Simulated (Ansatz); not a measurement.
**Ti3Al: densities and their changes**

Space group Fm-3m; spin-polarised. Net moment 1.9 μB in the 4-atom cell of the calculation; other magnetic orders weren't tried. The cell comes from a database of computed structures, not from a measurement.

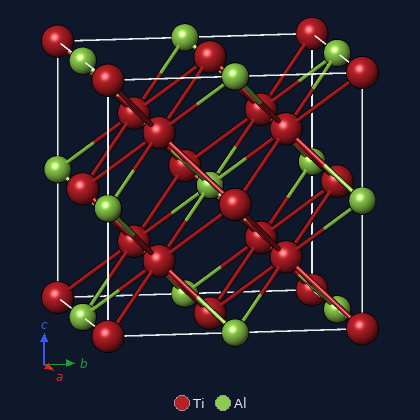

The conventional cell.

```xyz
16
Lattice="6.4636 0.0000 0.0000 0.0000 6.4636 0.0000 0.0000 0.0000 6.4636" Properties=species:S:1:pos:R:3 pbc="T T T"
Ti    4.8477    1.6159    1.6159
Ti    1.6159    4.8477    1.6159
Ti    1.6159    1.6159    4.8477
Ti    4.8477    4.8477    4.8477
Ti    1.6159    1.6159    1.6159
Ti    4.8477    4.8477    1.6159
Ti    4.8477    1.6159    4.8477
Ti    1.6159    4.8477    4.8477
Ti    0.0000    0.0000    0.0000
Ti    3.2318    3.2318    0.0000
Ti    3.2318    0.0000    3.2318
Ti    0.0000    3.2318    3.2318
Al    3.2318    0.0000    0.0000
Al    0.0000    3.2318    0.0000
Al    0.0000    0.0000    3.2318
Al    3.2318    3.2318    3.2318
```

Level of theory: DFT PBE, scalar-relativistic, plane waves, PAW in Ansatz 0.2.0.

Core electrons are frozen (PAW), so the maps are meaningful between the atoms, not at the nuclei.

### 1. Bonding charge

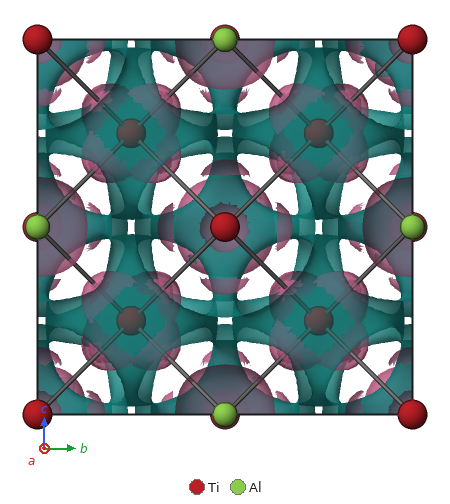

*Bonding charge density, ρ(crystal) − Σ ρ(neutral atoms): teal surfaces at +0.02 and pink ones at −0.02 e/Å³, in the conventional cell seen along the a axis (the regions close to the nuclei are left out). Cores are masked to 1.0 Å (Ti) and 0.8 Å (Al).*

**What does the deformation density say about the bonding?**

Ti–Ti (2.80 Å): Δρ is +0.006 e/Å³ at the midpoint. Al–Ti (2.80 Å): Δρ is about zero at the midpoint. Over the whole cell, outside the masked cores, the largest gain, 0.03 e/Å³, lies 1.6 Å from an aluminium nucleus and 1.8 Å from a titanium one, and the largest loss lies at the edge of the masked core of Ti. In all about 0.15 e an atom is rearranged against the free atoms.

### 2. States by energy

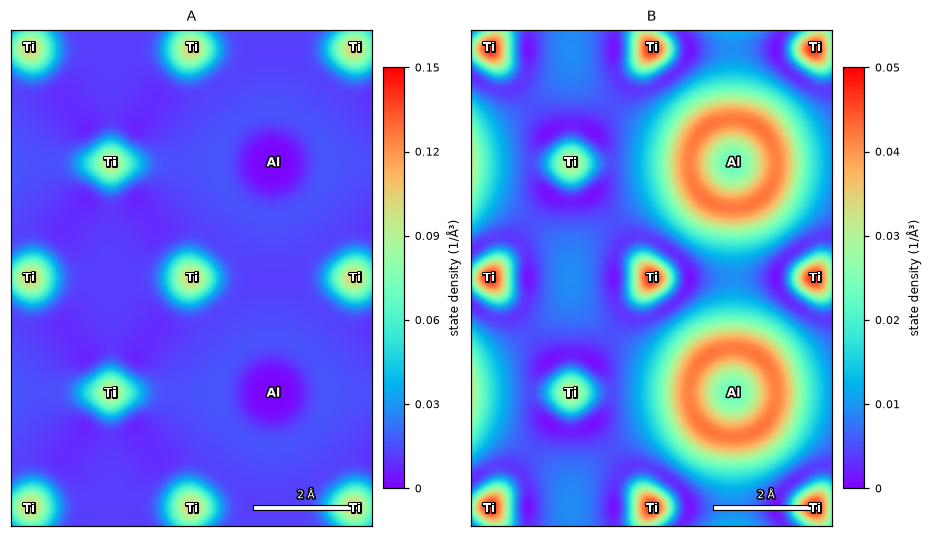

Ti3Al: densities of the states in two energy windows, on the (110) plane of the conventional cell.

**Match the panels to the energy ranges (zero at the Fermi level): −7.6 to −5.0 eV and −2.8 to −1.4 eV.**

Panel A: −2.8 to −1.4 eV, the middle third of the occupied valence band, mainly Ti 3d (55 %), Al 3p (30 %) and Ti 4s (15 %).
Panel B: −7.6 to −5.0 eV, a separate group of bands, mainly Al 3s (45 %), Ti 4s (40 %) and Ti 3d (15 %).
The characters are Löwdin shares on a minimal set of atomic orbitals. At the bottom of an sp band the diffuse p orbitals of such a set take a share of s-like charge between the atoms, so the p share there is overstated.

### 3. Change of volume

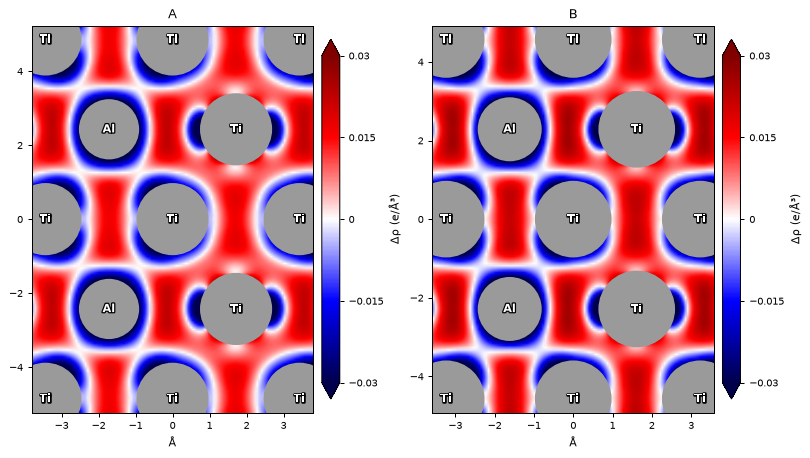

Ti3Al: deformation density on the (110) plane of the conventional cell at two volumes, with the same fractional coordinates and one colour scale. Grey discs cover the cores.

**Which panel is the larger cell, by how much, and what changes?**

A is the larger cell: A has 120 % of the volume of B. From B to A, Ti–Ti goes from 2.80 to 2.97 Å, and Δρ at its midpoint from +0.006 to +0.008 e/Å³. From B to A, Al–Ti goes from 2.80 to 2.97 Å, and Δρ at its midpoint from −0.003 to 0.000 e/Å³. The pressure is 0 GPa in B and −14 GPa in A. The rearranged charge is 0.15 e an atom in B and 0.16 e in A. The net moment is 1.92 μB a cell in B and 2.54 μB in A.

### 4. Moving an atom

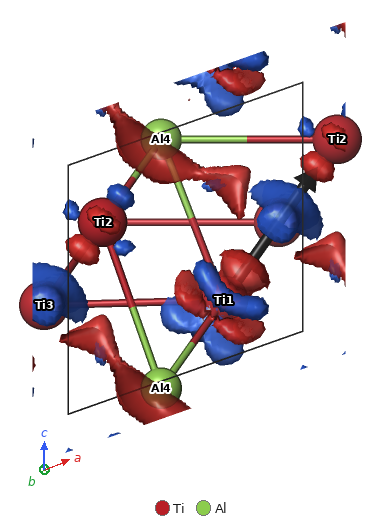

Ti1 was moved by 0.10 Å along [1 −1 1] in the axes of the cell drawn (arrow, not to scale). Change of the density less the rigid motion of the neutral atom's own density: blue surfaces at +0.006 and red ones at −0.006 e/Å³, in the cell of the calculation (origin moved) seen along the b axis.

**How do the electrons respond beyond following the atom?**

About 0.10 e is rearranged in the cell. Outside the cores the largest gain lies at the edge of the masked core of Ti, and the largest loss, 0.008 e/Å³, lies 1.2 Å from a titanium nucleus.

**What restoring force does the calculation give for this move?**

The force on it changes by 0.59 eV/Å along the move, against it: a stiffness of about 5.9 eV/Å² for this sublattice shift.

### 5. Putting it together

The two pressures give a mean stiffness −ΔP/Δln V of about 76 GPa over this range, with the atoms held at their fractional positions.
